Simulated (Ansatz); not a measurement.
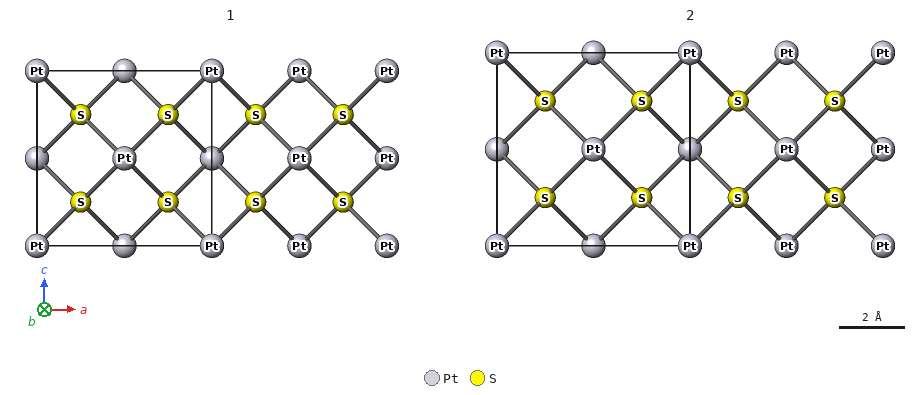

Two geometries of a crystal of PtS2 (a generated structure, set up in Fm-3m), drawn at one scale. One is the start of a relaxation, the other its converged end. A ball-and-stick model of the conventional cell (4 times the calculation's cell), repeated 2 × 1 × 1 with one cell outlined, seen along the b axis. Lengths and directions refer to the drawn axes.

These are results of DFT, PBE, PAW with Ansatz's default frozen-core files, scalar-relativistic (Ansatz 0.2.0), not measurements. (plane-wave cutoff 420 eV; k-point mesh 11 × 11 × 11; occupations fermi dirac; smearing width 0.05 eV; no spin polarisation; cell and atoms relaxed; force threshold 0.005 eV/Å; at most 80 steps)

Which one is relaxed?

Structure 2 is the relaxed one. Case: cell and atoms relaxed from a first guess. No atom moves by more than 0.005 Å relative to the cell. The volume changes by +34.3 %, with a = b = c 5.413 → 5.971 Å (+10.3 %). Near-neighbour distances that change, for instance: Pt–S 2.344 → 2.586 Å. The space group stays Fm-3m (No. 225). The energy falls by 2.349 eV per cell of the calculation in 5 accepted moves (7 points after the start). All forces vanish by symmetry, so only the cell relaxes. The pressure goes from 72.45 to 0.04 GPa. At 2 points the geometry stayed and the basis and grid were re-selected for the new cell (energy shift of 12.7 meV per cell of the calculation at most each time). The run took roughly 15 core-seconds on a shared host.
